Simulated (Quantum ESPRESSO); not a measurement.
## SiC (Moissanite 3C): how pressure shifts the optical phonon

Wanted: a fit of frequency against volume for SiC (Moissanite 3C), tested on a run that is left out of it.

Main program and level: Quantum ESPRESSO 7.5; DFT LDA, scalar-relativistic, plane waves, PseudoDojo norm-conserving pseudopotentials.

## Step 1: Set-up

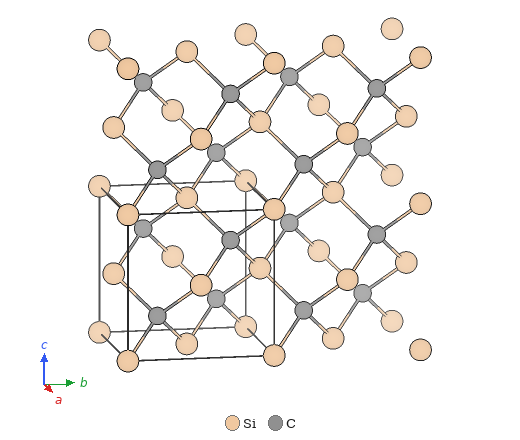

The cell as given, slightly off an axis (silicon light orange, carbon grey). 1×2×2 cells are drawn. This picture shows the conventional cell, with its axes. Bonds to atoms that aren't drawn are left out. Some periodic images of atoms are drawn too.

Structure file:

```
CELL_PARAMETERS angstrom
-2.16277 0.00000 2.16277
0.00000 2.16277 2.16277
-2.16277 2.16277 0.00000
ATOMIC_POSITIONS crystal
Si 0.00000 0.00000 0.00000
C 0.25000 0.25000 0.25000
```

This is the cell after its relaxation at this level of theory, not the database cell from which that began.

## Step 2: Runs at several volumes

The relaxed cell is scaled uniformly; in this structure symmetry fixes all atoms, so nothing has to be relaxed anew. Each volume gets a ground state and a response at Γ. The mode followed is the highest one without the macroscopic field, of symmetry T2; longitudinal polar modes lie higher. Cutoff 90 Ry, k mesh 12×12×12.

From the response at V/V₀ = 0.94:

Log:

```text
[banners, grids, parts of the stress and lines that vanish by symmetry left out]
Program PHONON v.7.5
     Reading xml data from directory:

[...]
Exchange-correlation= PW
                           (   1   4   0   0   0   0   0)
[...]
kinetic-energy cut-off    =      90.0000  Ry
     charge density cut-off    =     360.0000  Ry
     convergence threshold     =      1.0E-18
[...]
Exchange-correlation= PW
                           (   1   4   0   0   0   0   0)
[...]
q = (   0.0000000   0.0000000   0.0000000 )
     25 Sym.Ops. (with q -> -q+G )
     G cutoff =  584.6622  (  14841 G-vectors)     FFT grid: ( 36, 36, 36)
     number of k points=    72
[...]
Mode symmetry, T_d (-43m)  point group:
[...]
Dielectric constant
[...]
End of electric fields calculation
          Dielectric constant in cartesian axis
          (       6.742722050      -0.000000000      -0.000000000 )
          (      -0.000000000       6.742722050       0.000000000 )
          (      -0.000000000       0.000000000       6.742722050 )
          Effective charges (d Force / dE) in cartesian axis without acoustic sum rule applied (asr)
           atom    1  Si    Mean Z*:        2.76332
      Ex  (        2.76332       -0.00000        0.00000 )
      Ey  (       -0.00000        2.76332       -0.00000 )
      Ez  (        0.00000       -0.00000        2.76332 )
           atom    2  C     Mean Z*:       -2.76496
      Ex  (       -2.76496        0.00000       -0.00000 )
      Ey  (        0.00000       -2.76496        0.00000 )
      Ez  (       -0.00000        0.00000       -2.76496 )
          Effective charges Sum: Mean:       -0.00164
[...]
Effective charges (d Force / dE) in cartesian axis with asr applied:
           atom    1  Si    Mean Z*:        2.76414
[...]
atom    2  C     Mean Z*:       -2.76414
[...]
Representation #   1 modes #   1   2   3
[...]
End of self-consistent calculation
     Convergence has been achieved
     Representation #   2 modes #   4   5   6
[...]
End of self-consistent calculation
     Convergence has been achieved
[...]
Dielectric constant in cartesian axis
          (       6.742722050      -0.000000000      -0.000000000 )
          (      -0.000000000       6.742722050       0.000000000 )
          (      -0.000000000       0.000000000       6.742722050 )
          Effective charges (d Force / dE) in cartesian axis without acoustic sum rule applied (asr)
           atom    1  Si    Mean Z*:        2.76332
      Ex  (        2.76332       -0.00000        0.00000 )
      Ey  (       -0.00000        2.76332       -0.00000 )
      Ez  (        0.00000       -0.00000        2.76332 )
           atom    2  C     Mean Z*:       -2.76496
      Ex  (       -2.76496        0.00000       -0.00000 )
      Ey  (        0.00000       -2.76496        0.00000 )
      Ez  (       -0.00000        0.00000       -2.76496 )
          Effective charges Sum: Mean:       -0.00164
[...]
Effective charges (d Force / dE) in cartesian axis with asr applied:
           atom    1  Si    Mean Z*:        2.76414
[...]
atom    2  C     Mean Z*:       -2.76414
[...]
q = (    0.000000000   0.000000000   0.000000000 )
[...]
freq (    1) =      -0.039844 [THz] =      -1.329061 [cm-1]
     freq (    2) =      -0.039844 [THz] =      -1.329061 [cm-1]
     freq (    3) =      -0.039844 [THz] =      -1.329061 [cm-1]
     freq (    4) =      25.647881 [THz] =     855.521211 [cm-1]
     freq (    5) =      25.647881 [THz] =     855.521211 [cm-1]
     freq (    6) =      25.647881 [THz] =     855.521211 [cm-1]
[...]
Mode symmetry, T_d (-43m)  point group:
     freq (   1-   3) =         -1.3  [cm-1]   --> T_2  G_15 P_4   I+R
     freq (   4-   6) =        855.5  [cm-1]   --> T_2  G_15 P_4   I+R

   JOB DONE.
```

One volume, V/V₀ = 1.03, is held back as a test.

| V/V₀ | volume (Å³/atom) | pressure (GPa) | ω (cm⁻¹) |
| --- | --- | --- | --- |
| 0.94 | 9.509 | 15.90 | 855.52 |
| 0.97 | 9.813 | 7.38 | 825.92 |
| 1 | 10.116 | 0.01 | 798.10 |
| 1.03 | 10.420 | -6.37 | held back |
| 1.06 | 10.723 | -11.88 | 747.25 |

## Step 3: The fit

The mode Grüneisen parameter is γ = −d ln ω / d ln V.

| ln(V/V₀) | ln ω |
| --- | --- |
| -0.0619 | 6.7517 |
| -0.0305 | 6.7165 |
| 0.0000 | 6.6822 |
| 0.0583 | 6.6164 |

A straight line through these points has the slope -1.126, so γ = 1.13; at V/V₀ = 1.03 it predicts ω = exp(6.6821 − 0.0333) = 771.87 cm⁻¹.

A parabola of pressure against ln V through V/V₀ = 0.97, 1 and 1.03 gives the bulk modulus B = −dP/d ln V = 229 GPa at V₀. With ω₀ from the fitted line the pressure coefficient follows as dω/dP = γ ω₀ / B = 1.13 × 798.0 / 229 = 3.93 cm⁻¹/GPa.

## Step 4: The run that was held back

Log:

```text
[banners, grids, parts of the stress and lines that vanish by symmetry left out]
[banner, memory and clock lines left out]
Program PHONON v.7.5

[...]
Exchange-correlation= PW
                           (   1   4   0   0   0   0   0)
[...]
kinetic-energy cut-off    =      90.0000  Ry
     charge density cut-off    =     360.0000  Ry
     convergence threshold     =      1.0E-18
[...]
Exchange-correlation= PW
                           (   1   4   0   0   0   0   0)
[...]
q = (   0.0000000   0.0000000   0.0000000 )
     25 Sym.Ops. (with q -> -q+G )
     G cutoff =  621.4095  (  16361 G-vectors)     FFT grid: ( 36, 36, 36)
     number of k points=    72
[...]
Mode symmetry, T_d (-43m)  point group:
[...]
Dielectric constant
[...]
End of electric fields calculation
          Dielectric constant in cartesian axis
          (       6.955996597       0.000000000      -0.000000000 )
          (      -0.000000000       6.955996597       0.000000000 )
          (      -0.000000000       0.000000000       6.955996597 )
          Effective charges (d Force / dE) in cartesian axis without acoustic sum rule applied (asr)
           atom    1  Si    Mean Z*:        2.70123
      Ex  (        2.70123        0.00000        0.00000 )
      Ey  (        0.00000        2.70123       -0.00000 )
      Ez  (        0.00000       -0.00000        2.70123 )
           atom    2  C     Mean Z*:       -2.70270
      Ex  (       -2.70270       -0.00000       -0.00000 )
      Ey  (       -0.00000       -2.70270       -0.00000 )
      Ez  (       -0.00000       -0.00000       -2.70270 )
[...]
Representation #   1 modes #   1   2   3
[...]
End of self-consistent calculation
     Convergence has been achieved
     Representation #   2 modes #   4   5   6
[...]
End of self-consistent calculation
     Convergence has been achieved
[...]
Dielectric constant in cartesian axis
          (       6.955996597       0.000000000      -0.000000000 )
          (      -0.000000000       6.955996597       0.000000000 )
          (      -0.000000000       0.000000000       6.955996597 )
          Effective charges (d Force / dE) in cartesian axis without acoustic sum rule applied (asr)
           atom    1  Si    Mean Z*:        2.70123
      Ex  (        2.70123        0.00000        0.00000 )
      Ey  (        0.00000        2.70123       -0.00000 )
      Ez  (        0.00000       -0.00000        2.70123 )
           atom    2  C     Mean Z*:       -2.70270
      Ex  (       -2.70270       -0.00000       -0.00000 )
      Ey  (       -0.00000       -2.70270       -0.00000 )
      Ez  (       -0.00000       -0.00000       -2.70270 )
          Effective charges Sum: Mean:       -0.00147
[...]
Effective charges (d Force / dE) in cartesian axis with asr applied:
           atom    1  Si    Mean Z*:        2.70196
[...]
atom    2  C     Mean Z*:       -2.70196
[...]
q = (    0.000000000   0.000000000   0.000000000 )
[...]
freq (    1) =      -0.041641 [THz] =      -1.389003 [cm-1]
     freq (    2) =      -0.041641 [THz] =      -1.389003 [cm-1]
     freq (    3) =      -0.041641 [THz] =      -1.389003 [cm-1]
     freq (    4) =      23.141325 [THz] =     771.911500 [cm-1]
     freq (    5) =      23.141325 [THz] =     771.911500 [cm-1]
     freq (    6) =      23.141325 [THz] =     771.911500 [cm-1]
[...]
Mode symmetry, T_d (-43m)  point group:
     freq (   1-   3) =         -1.4  [cm-1]   --> T_2  G_15 P_4   I+R
     freq (   4-   6) =        771.9  [cm-1]   --> T_2  G_15 P_4   I+R
```

It gives 771.91 cm⁻¹ against the predicted 771.87 cm⁻¹, a miss of 0.04 cm⁻¹.

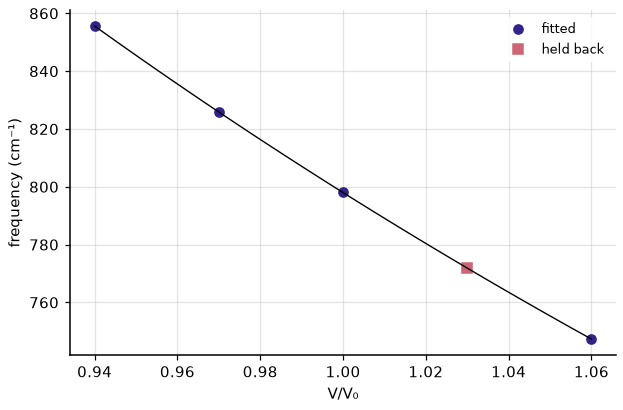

Frequency against volume, with the power-law fit.

## Step 5: Outcome

* mode Grüneisen parameter: 1.126
* bulk modulus: 229 GPa
* pressure coefficient: 3.93 cm⁻¹/GPa

The highest optical mode of SiC (Moissanite 3C) without the LO-TO term stiffens by 3.93 cm⁻¹ a GPa near the relaxed volume, with γ = 1.13. The power law meets all 5 runs within 0.02 %. Such a coefficient turns a measured shift of this mode into a hydrostatic stress; uniaxial or biaxial stress splits the mode and needs deformation potentials. These are harmonic values at zero temperature for the structure held cubic, which a run at Γ can't show to be stable; the bulk modulus rests on three points.

[Host names and launcher messages were left out of these logs when they were recorded.]

[Logs are printed without paths, hosts, clocks, repeated set-up lines and the standing remarks that a program may print on its own settings, such as how far it seeks lower states.]

[Hosts, paths, dates, database ids (printed as entryN), source tags and the programs' standing remarks are cut or masked in the printed files.]
